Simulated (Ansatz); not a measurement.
**Geometry relaxation of Al₄₈N₄₈ (part 2 of 2)**

Continued. System: Al₄₈N₄₈ (96 atoms in the cell). Method: DFT, PBEsol, PAW, plane waves (Ansatz 0.2.0); cutoff 420 eV, 1×1×1 k-mesh, Fermi–Dirac smearing of 0.01 eV. The structure was built on a prototype by a generator.

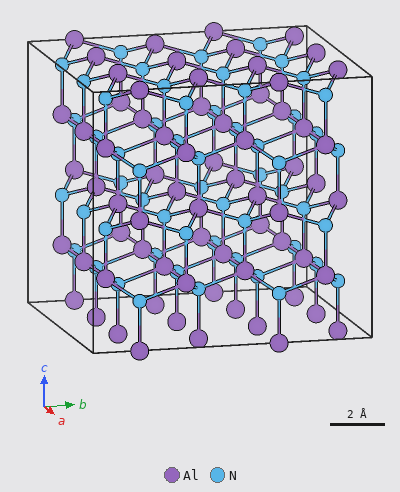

**Figure 1.** The input geometry (ball-and-stick view of the cell of the calculation, seen slightly off an axis).

Output, continued
```
  k-point 0: bands = ["-7.4501", "-7.4501", "-7.4501", "-7.4501", "-7.4501", "-7.4501", "-7.4501", "-7.4501", "-6.2928", "-6.2928", ... 78 levels left out ..., "4.0683", "4.0683", "4.0683", "4.0683", "4.0683", "4.0683", "4.0683", "4.0683", "4.0726", "4.0726", "4.0726", "4.0726", "4.0726", "4.0726", "4.0726", "4.0726", "4.4708", "4.4708", "4.4708", "4.4708", "4.4708", "4.4708", "4.4708", "4.4708", "4.6265", "4.6265", "4.6265", "4.6265", "4.6265",
      "4.6265", "4.6265", "4.6265", "4.8619", "4.8619", "4.8619", "4.8619", "4.8619", "4.8619", "4.8619", "4.8619", "4.9140", "4.9140", "4.9140", "4.9140", "4.9140", "4.9140", "4.9140", "4.9140", "5.3176", "5.3176", "5.3176", "5.3176", "5.3176", "5.3176", "5.3176", "5.3176", "5.3917", "5.3917", "5.3917", "5.3917", "5.3917", "5.3917", "5.3917", "5.3917", "5.7675", "5.7675", "5.7675", "5.7675", "5.7675",
      "5.7675", "5.7675", "5.7675", "6.0302", "6.0302", "6.0302", "6.0302", "6.0302", "6.0302", "6.0302", "6.0302", "6.1914", "6.1914", "6.1914", "6.1914", "6.1914", "6.1914", "6.1914", "6.1914", "6.4163", "6.4163", "6.4163", "6.4163", "6.4163", "6.4163", "6.4163", "6.4163", "6.5042", "6.5042", "6.5042", "6.5042", "6.5042", "6.5042", "6.5042", "6.5042", "12.3992", "12.3992", "12.3992", "12.3992", "12.3992",
      "12.3992", "12.3992", "12.3992", "12.9545", "12.9545", "12.9545", "12.9545", "12.9545", "12.9545", "12.9545", "12.9545", "12.9584", "12.9584", "12.9584", "12.9584", "12.9584", "12.9584", "12.9584", "12.9584", "13.5502", "13.5502", "13.5502", "13.5502", "13.5502", "13.5502", "13.5502", "13.5502", "13.9555", "13.9555", "13.9555", "13.9555", "13.9555", "13.9555", "13.9555", "13.9555", "14.7518", "14.7518", "14.7518", "14.7518", "14.7518",
      "14.7518", "14.7518", "14.7518", "15.5817", "15.5817", "15.5817", "15.5817", "15.5817", "15.5817", "15.5817", "15.5817", "15.5923", "15.5923", "15.5923", "15.5923", "15.5923", "15.5923", "15.5923", "15.5923", "15.8429", "15.8429", "15.8429", "15.8429", "15.8429", "15.8429", "15.8429", "15.8429", "16.5940", "16.5940", "16.5940", "16.5940", "16.5940", "16.5940", "16.5940", "16.5940", "16.6348", "16.6348", "16.6348", "16.6348", "16.6348",
      "16.6348", "16.6348", "16.6348", "16.8194", "16.8194", "16.8194", "16.8194", "16.8194", "16.8194", "16.8194", "16.8194"]
--- Relaxed structure (5 steps of the walk, 5 accepted, 2 SCFs on fresh bases) ---
  F+E_penalty+E_count = -43487.67433516 eV   max|allowed force component| = 4.148e-3 eV/Å   (the final SCF, on the basis selected at the relaxed cell)
  cell:  # Å, volume = 1004.2564 Å³
    - [9.290557094699777, 3.6474941289276996e-128, -3.0790970102616206e-128]
    - [4.2117634208035305e-128, 10.817500225748539, 4.694878908446097e-127]
    - [-3.285308167406933e-128, 4.338182016866339e-127, 9.992541440972515]
  atoms:
    - { symbol: Al, position: [0.16666666666666669, 0.08321508063528056, 0.24879775157209771] }
    - { symbol: Al, position: [0.16666666666666669, 0.08321508063528056, 0.7487977515720977] }
    - { symbol: Al, position: [4.026765360821278e-37, 0.33321508063528044, 0.24879775157209771] }
    - { symbol: Al, position: [-4.5368223065253056e-36, 0.33321508063528044, 0.7487977515720977] }
    - { symbol: Al, position: [0.5, 0.08321508063528056, 0.24879775157209771] }
    - { symbol: Al, position: [0.5, 0.08321508063528056, 0.7487977515720977] }
    - { symbol: Al, position: [0.3333333333333334, 0.33321508063528044, 0.24879775157209771] }
    - { symbol: Al, position: [0.3333333333333334, 0.33321508063528044, 0.7487977515720977] }
    - { symbol: Al, position: [0.16666666666666669, 0.5832150806352805, 0.24879775157209771] }
    - { symbol: Al, position: [0.16666666666666669, 0.5832150806352805, 0.7487977515720977] }
    - { symbol: Al, position: [2.1207630900325394e-36, 0.8332150806352805, 0.24879775157209771] }
    - { symbol: Al, position: [5.9864578364209666e-36, 0.8332150806352805, 0.7487977515720977] }
    - { symbol: Al, position: [0.8333333333333335, 0.08321508063528056, 0.24879775157209771] }
    - { symbol: Al, position: [0.8333333333333335, 0.08321508063528056, 0.7487977515720977] }
    - { symbol: Al, position: [0.6666666666666667, 0.33321508063528044, 0.24879775157209771] }
    - { symbol: Al, position: [0.6666666666666667, 0.33321508063528044, 0.7487977515720977] }
    - { symbol: Al, position: [0.5, 0.5832150806352805, 0.24879775157209771] }
    - { symbol: Al, position: [0.5, 0.5832150806352805, 0.7487977515720977] }
    - { symbol: Al, position: [0.3333333333333334, 0.8332150806352805, 0.24879775157209771] }
    - { symbol: Al, position: [0.3333333333333334, 0.8332150806352805, 0.7487977515720977] }
    - { symbol: Al, position: [0.8333333333333335, 0.5832150806352805, 0.24879775157209771] }
    - { symbol: Al, position: [0.8333333333333335, 0.5832150806352805, 0.7487977515720977] }
    - { symbol: Al, position: [0.6666666666666667, 0.8332150806352805, 0.24879775157209771] }
    - { symbol: Al, position: [0.6666666666666667, 0.8332150806352805, 0.7487977515720977] }
    - { symbol: Al, position: [5.342175378689562e-36, 0.16678491936471937, 0.4987977515720976] }
    - { symbol: Al, position: [1.3691002226792344e-36, 0.16678491936471937, 0.9987977515720979] }
    - { symbol: Al, position: [0.3333333333333334, 0.16678491936471937, 0.4987977515720976] }
    - { symbol: Al, position: [0.3333333333333334, 0.16678491936471937, 0.9987977515720979] }
    - { symbol: Al, position: [0.16666666666666669, 0.41678491936471923, 0.4987977515720976] }
    - { symbol: Al, position: [0.16666666666666669, 0.41678491936471923, 0.9987977515720979] }
    - { symbol: Al, position: [-1.9596924755996884e-36, 0.6667849193647192, 0.4987977515720976] }
    - { symbol: Al, position: [1.0469589938135322e-36, 0.6667849193647192, 0.9987977515720979] }
    - { symbol: Al, position: [0.6666666666666667, 0.16678491936471937, 0.4987977515720976] }
    - { symbol: Al, position: [0.6666666666666667, 0.16678491936471937, 0.9987977515720979] }
    - { symbol: Al, position: [0.5, 0.41678491936471923, 0.4987977515720976] }
    - { symbol: Al, position: [0.5, 0.41678491936471923, 0.9987977515720979] }
    - { symbol: Al, position: [0.3333333333333334, 0.6667849193647192, 0.4987977515720976] }
    - { symbol: Al, position: [0.3333333333333334, 0.6667849193647192, 0.9987977515720979] }
    - { symbol: Al, position: [0.16666666666666669, 0.9167849193647193, 0.4987977515720976] }
    - { symbol: Al, position: [0.16666666666666669, 0.9167849193647193, 0.9987977515720979] }
    - { symbol: Al, position: [0.8333333333333335, 0.41678491936471923, 0.4987977515720976] }
    - { symbol: Al, position: [0.8333333333333335, 0.41678491936471923, 0.9987977515720979] }
    - { symbol: Al, position: [0.6666666666666667, 0.6667849193647192, 0.4987977515720976] }
    - { symbol: Al, position: [0.6666666666666667, 0.6667849193647192, 0.9987977515720979] }
    - { symbol: Al, position: [0.5, 0.9167849193647193, 0.4987977515720976] }
    - { symbol: Al, position: [0.5, 0.9167849193647193, 0.9987977515720979] }
    - { symbol: Al, position: [0.8333333333333335, 0.9167849193647193, 0.4987977515720976] }
    - { symbol: Al, position: [0.8333333333333335, 0.9167849193647193, 0.9987977515720979] }
    - { symbol: N, position: [-7.650854185560429e-36, 0.1673124468295013, 0.18920224842790237] }
    - { symbol: N, position: [2.013382680410639e-36, 0.1673124468295013, 0.6892022484279025] }
    - { symbol: N, position: [0.3333333333333334, 0.1673124468295013, 0.18920224842790237] }
    - { symbol: N, position: [0.3333333333333334, 0.1673124468295013, 0.6892022484279025] }
    - { symbol: N, position: [0.16666666666666669, 0.41731244682950114, 0.18920224842790237] }
    - { symbol: N, position: [0.16666666666666669, 0.41731244682950114, 0.6892022484279025] }
    - { symbol: N, position: [3.8388496439829515e-36, 0.6673124468295011, 0.18920224842790237] }
    - { symbol: N, position: [4.268371282470554e-36, 0.6673124468295011, 0.6892022484279025] }
    - { symbol: N, position: [0.6666666666666667, 0.1673124468295013, 0.18920224842790237] }
    - { symbol: N, position: [0.6666666666666667, 0.1673124468295013, 0.6892022484279025] }
    - { symbol: N, position: [0.5, 0.41731244682950114, 0.18920224842790237] }
    - { symbol: N, position: [0.5, 0.41731244682950114, 0.6892022484279025] }
    - { symbol: N, position: [0.3333333333333334, 0.6673124468295011, 0.18920224842790237] }
    - { symbol: N, position: [0.3333333333333334, 0.6673124468295011, 0.6892022484279025] }
    - { symbol: N, position: [0.16666666666666669, 0.9173124468295014, 0.18920224842790237] }
    - { symbol: N, position: [0.16666666666666669, 0.9173124468295014, 0.6892022484279025] }
    - { symbol: N, position: [0.8333333333333335, 0.41731244682950114, 0.18920224842790237] }
    - { symbol: N, position: [0.8333333333333335, 0.41731244682950114, 0.6892022484279025] }
    - { symbol: N, position: [0.6666666666666667, 0.6673124468295011, 0.18920224842790237] }
    - { symbol: N, position: [0.6666666666666667, 0.6673124468295011, 0.6892022484279025] }
    - { symbol: N, position: [0.5, 0.9173124468295014, 0.18920224842790237] }
    - { symbol: N, position: [0.5, 0.9173124468295014, 0.6892022484279025] }
    - { symbol: N, position: [0.8333333333333335, 0.9173124468295014, 0.18920224842790237] }
    - { symbol: N, position: [0.8333333333333335, 0.9173124468295014, 0.6892022484279025] }
    - { symbol: N, position: [0.16666666666666669, 0.08268755317049865, 0.4392022484279024] }
    - { symbol: N, position: [0.16666666666666669, 0.08268755317049865, 0.9392022484279023] }
    - { symbol: N, position: [-4.9663439450129084e-36, 0.3326875531704986, 0.4392022484279024] }
    - { symbol: N, position: [-2.7113553429529936e-36, 0.3326875531704986, 0.9392022484279023] }
    - { symbol: N, position: [0.5, 0.08268755317049865, 0.4392022484279024] }
    - { symbol: N, position: [0.5, 0.08268755317049865, 0.9392022484279023] }
    - { symbol: N, position: [0.3333333333333334, 0.3326875531704986, 0.4392022484279024] }
    - { symbol: N, position: [0.3333333333333334, 0.3326875531704986, 0.9392022484279023] }
    - { symbol: N, position: [0.16666666666666669, 0.5826875531704987, 0.4392022484279024] }
    - { symbol: N, position: [0.16666666666666669, 0.5826875531704987, 0.9392022484279023] }
    - { symbol: N, position: [-1.9596924755996884e-36, 0.8326875531704981, 0.4392022484279024] }
    - { symbol: N, position: [1.1033337088650298e-35, 0.8326875531704981, 0.9392022484279023] }
    - { symbol: N, position: [0.8333333333333335, 0.08268755317049865, 0.4392022484279024] }
    - { symbol: N, position: [0.8333333333333335, 0.08268755317049865, 0.9392022484279023] }
    - { symbol: N, position: [0.6666666666666667, 0.3326875531704986, 0.4392022484279024] }
    - { symbol: N, position: [0.6666666666666667, 0.3326875531704986, 0.9392022484279023] }
    - { symbol: N, position: [0.5, 0.5826875531704987, 0.4392022484279024] }
    - { symbol: N, position: [0.5, 0.5826875531704987, 0.9392022484279023] }
    - { symbol: N, position: [0.3333333333333334, 0.8326875531704981, 0.4392022484279024] }
    - { symbol: N, position: [0.3333333333333334, 0.8326875531704981, 0.9392022484279023] }
    - { symbol: N, position: [0.8333333333333335, 0.5826875531704987, 0.4392022484279024] }
    - { symbol: N, position: [0.8333333333333335, 0.5826875531704987, 0.9392022484279023] }
    - { symbol: N, position: [0.6666666666666667, 0.8326875531704981, 0.4392022484279024] }
    - { symbol: N, position: [0.6666666666666667, 0.8326875531704981, 0.9392022484279023] }
--- Löwdin populations: 96 sites ---
  site symbol       q [e]
     0     Al      1.9309
     1     Al      1.9309
     2     Al      1.9309
     3     Al      1.9309
     4     Al      1.9309
     5     Al      1.9309
     6     Al      1.9309
     7     Al      1.9309
     8     Al      1.9309
     9     Al      1.9309
    10     Al      1.9309
    11     Al      1.9309
    12     Al      1.9309
    13     Al      1.9309
    14     Al      1.9309
    15     Al      1.9309
    16     Al      1.9309
    17     Al      1.9309
    18     Al      1.9309
    19     Al      1.9309
    20     Al      1.9309
    21     Al      1.9309
    22     Al      1.9309
    23     Al      1.9309
    24     Al      1.9309
    25     Al      1.9309
    26     Al      1.9309
    27     Al      1.9309
    28     Al      1.9309
    29     Al      1.9309
    30     Al      1.9309
    31     Al      1.9309
    32     Al      1.9309
    33     Al      1.9309
    34     Al      1.9309
    35     Al      1.9309
    36     Al      1.9309
    37     Al      1.9309
    38     Al      1.9309
    39     Al      1.9309
    40     Al      1.9309
    41     Al      1.9309
    42     Al      1.9309
    43     Al      1.9309
    44     Al      1.9309
    45     Al      1.9309
    46     Al      1.9309
    47     Al      1.9309
    48      N      6.0047
    49      N      6.0047
    50      N      6.0047
    51      N      6.0047
    52      N      6.0047
    53      N      6.0047
    54      N      6.0047
    55      N      6.0047
    56      N      6.0047
    57      N      6.0047
    58      N      6.0047
    59      N      6.0047
    60      N      6.0047
    61      N      6.0047
    62      N      6.0047
    63      N      6.0047
    64      N      6.0047
    65      N      6.0047
    66      N      6.0047
    67      N      6.0047
    68      N      6.0047
    69      N      6.0047
    70      N      6.0047
    71      N      6.0047
    72      N      6.0047
    73      N      6.0047
    74      N      6.0047
    75      N      6.0047
    76      N      6.0047
    77      N      6.0047
    78      N      6.0047
    79      N      6.0047
    80      N      6.0047
    81      N      6.0047
    82      N      6.0047
    83      N      6.0047
    84      N      6.0047
    85      N      6.0047
    86      N      6.0047
    87      N      6.0047
    88      N      6.0047
    89      N      6.0047
    90      N      6.0047
    91      N      6.0047
    92      N      6.0047
    93      N      6.0047
    94      N      6.0047
    95      N      6.0047
  spilling = 0.008053 (of n_electrons = 384.000000)
```

This output came from the following input.

Input file
```yaml
crystal:
  lattice:
    - [9.341448, 0.000000, 0.000000]
    - [0.000000, 10.786575, 0.000000]
    - [0.000000, 0.000000, 9.967057]
  atoms:
    - { symbol: Al, position: [0.166667, 0.083333, 0.248500] }
    - { symbol: Al, position: [0.166667, 0.083333, 0.748500] }
    - { symbol: Al, position: [0.000000, 0.333333, 0.248500] }
    - { symbol: Al, position: [0.000000, 0.333333, 0.748500] }
    - { symbol: Al, position: [0.500000, 0.083333, 0.248500] }
    - { symbol: Al, position: [0.500000, 0.083333, 0.748500] }
    - { symbol: Al, position: [0.333333, 0.333333, 0.248500] }
    - { symbol: Al, position: [0.333333, 0.333333, 0.748500] }
    - { symbol: Al, position: [0.166667, 0.583333, 0.248500] }
    - { symbol: Al, position: [0.166667, 0.583333, 0.748500] }
    - { symbol: Al, position: [0.000000, 0.833333, 0.248500] }
    - { symbol: Al, position: [0.000000, 0.833333, 0.748500] }
    - { symbol: Al, position: [0.833333, 0.083333, 0.248500] }
    - { symbol: Al, position: [0.833333, 0.083333, 0.748500] }
    - { symbol: Al, position: [0.666667, 0.333333, 0.248500] }
    - { symbol: Al, position: [0.666667, 0.333333, 0.748500] }
    - { symbol: Al, position: [0.500000, 0.583333, 0.248500] }
    - { symbol: Al, position: [0.500000, 0.583333, 0.748500] }
    - { symbol: Al, position: [0.333333, 0.833333, 0.248500] }
    - { symbol: Al, position: [0.333333, 0.833333, 0.748500] }
    - { symbol: Al, position: [0.833333, 0.583333, 0.248500] }
    - { symbol: Al, position: [0.833333, 0.583333, 0.748500] }
    - { symbol: Al, position: [0.666667, 0.833333, 0.248500] }
    - { symbol: Al, position: [0.666667, 0.833333, 0.748500] }
    - { symbol: Al, position: [0.000000, 0.166667, 0.498500] }
    - { symbol: Al, position: [0.000000, 0.166667, 0.998500] }
    - { symbol: Al, position: [0.333333, 0.166667, 0.498500] }
    - { symbol: Al, position: [0.333333, 0.166667, 0.998500] }
    - { symbol: Al, position: [0.166667, 0.416667, 0.498500] }
    - { symbol: Al, position: [0.166667, 0.416667, 0.998500] }
    - { symbol: Al, position: [0.000000, 0.666667, 0.498500] }
    - { symbol: Al, position: [0.000000, 0.666667, 0.998500] }
    - { symbol: Al, position: [0.666667, 0.166667, 0.498500] }
    - { symbol: Al, position: [0.666667, 0.166667, 0.998500] }
    - { symbol: Al, position: [0.500000, 0.416667, 0.498500] }
    - { symbol: Al, position: [0.500000, 0.416667, 0.998500] }
    - { symbol: Al, position: [0.333333, 0.666667, 0.498500] }
    - { symbol: Al, position: [0.333333, 0.666667, 0.998500] }
    - { symbol: Al, position: [0.166667, 0.916667, 0.498500] }
    - { symbol: Al, position: [0.166667, 0.916667, 0.998500] }
    - { symbol: Al, position: [0.833333, 0.416667, 0.498500] }
    - { symbol: Al, position: [0.833333, 0.416667, 0.998500] }
    - { symbol: Al, position: [0.666667, 0.666667, 0.498500] }
    - { symbol: Al, position: [0.666667, 0.666667, 0.998500] }
    - { symbol: Al, position: [0.500000, 0.916667, 0.498500] }
    - { symbol: Al, position: [0.500000, 0.916667, 0.998500] }
    - { symbol: Al, position: [0.833333, 0.916667, 0.498500] }
    - { symbol: Al, position: [0.833333, 0.916667, 0.998500] }
    - { symbol: N, position: [0.000000, 0.166667, 0.189500] }
    - { symbol: N, position: [0.000000, 0.166667, 0.689500] }
    - { symbol: N, position: [0.333333, 0.166667, 0.189500] }
    - { symbol: N, position: [0.333333, 0.166667, 0.689500] }
    - { symbol: N, position: [0.166667, 0.416667, 0.189500] }
    - { symbol: N, position: [0.166667, 0.416667, 0.689500] }
    - { symbol: N, position: [0.000000, 0.666667, 0.189500] }
    - { symbol: N, position: [0.000000, 0.666667, 0.689500] }
    - { symbol: N, position: [0.666667, 0.166667, 0.189500] }
    - { symbol: N, position: [0.666667, 0.166667, 0.689500] }
    - { symbol: N, position: [0.500000, 0.416667, 0.189500] }
    - { symbol: N, position: [0.500000, 0.416667, 0.689500] }
    - { symbol: N, position: [0.333333, 0.666667, 0.189500] }
    - { symbol: N, position: [0.333333, 0.666667, 0.689500] }
    - { symbol: N, position: [0.166667, 0.916667, 0.189500] }
    - { symbol: N, position: [0.166667, 0.916667, 0.689500] }
    - { symbol: N, position: [0.833333, 0.416667, 0.189500] }
    - { symbol: N, position: [0.833333, 0.416667, 0.689500] }
    - { symbol: N, position: [0.666667, 0.666667, 0.189500] }
    - { symbol: N, position: [0.666667, 0.666667, 0.689500] }
    - { symbol: N, position: [0.500000, 0.916667, 0.189500] }
    - { symbol: N, position: [0.500000, 0.916667, 0.689500] }
    - { symbol: N, position: [0.833333, 0.916667, 0.189500] }
    - { symbol: N, position: [0.833333, 0.916667, 0.689500] }
    - { symbol: N, position: [0.166667, 0.083333, 0.439500] }
    - { symbol: N, position: [0.166667, 0.083333, 0.939500] }
    - { symbol: N, position: [0.000000, 0.333333, 0.439500] }
    - { symbol: N, position: [0.000000, 0.333333, 0.939500] }
    - { symbol: N, position: [0.500000, 0.083333, 0.439500] }
    - { symbol: N, position: [0.500000, 0.083333, 0.939500] }
    - { symbol: N, position: [0.333333, 0.333333, 0.439500] }
    - { symbol: N, position: [0.333333, 0.333333, 0.939500] }
    - { symbol: N, position: [0.166667, 0.583333, 0.439500] }
    - { symbol: N, position: [0.166667, 0.583333, 0.939500] }
    - { symbol: N, position: [0.000000, 0.833333, 0.439500] }
    - { symbol: N, position: [0.000000, 0.833333, 0.939500] }
    - { symbol: N, position: [0.833333, 0.083333, 0.439500] }
    - { symbol: N, position: [0.833333, 0.083333, 0.939500] }
    - { symbol: N, position: [0.666667, 0.333333, 0.439500] }
    - { symbol: N, position: [0.666667, 0.333333, 0.939500] }
    - { symbol: N, position: [0.500000, 0.583333, 0.439500] }
    - { symbol: N, position: [0.500000, 0.583333, 0.939500] }
    - { symbol: N, position: [0.333333, 0.833333, 0.439500] }
    - { symbol: N, position: [0.333333, 0.833333, 0.939500] }
    - { symbol: N, position: [0.833333, 0.583333, 0.439500] }
    - { symbol: N, position: [0.833333, 0.583333, 0.939500] }
    - { symbol: N, position: [0.666667, 0.833333, 0.439500] }
    - { symbol: N, position: [0.666667, 0.833333, 0.939500] }
kpoints:
  mp_grid: { grid: [1, 1, 1], shift: [0.5, 0.5, 0.5] }
hamiltonian:
  xc: pbesol
scf:
  occupations: { method: fermi_dirac, width: 0.01 }
relax:
  f_tol: 0.03
  max_steps: 80
  escape_saddle: false
  adjacent_minimum: "off"
  cell: { fix: [alpha, beta, gamma] }
output:
  forces: true
  eigenvalues: true
  populations: true
```

Results in brief

| quantity | value |
| --- | --- |
| outcome | converged |
| space group (tolerance 0.01 Å) | P6₃mc (186) → Cmc2₁ (36) |
| electrons treated | 384 |
| free energy | −43487.6743 eV |
| Fermi energy | 9.452 eV |
| pressure | −0.01 GPa |
| largest force (length of the vector) at the end | 0.004 eV/Å |
| final cell | a = 9.291 Å, b = 10.818 Å, c = 9.993 Å, α = 90.00°, β = 90.00°, γ = 90.00° |
| hardware | 7 CPU threads, shared host |
| wall time | 26 s (CPU time 2.6 min) |
| peak memory | 1.9 GiB |

Remarks

The program warns: the structure was made exactly symmetric. The k-point mesh is coarse for a cell of this size, so the results may not be converged.
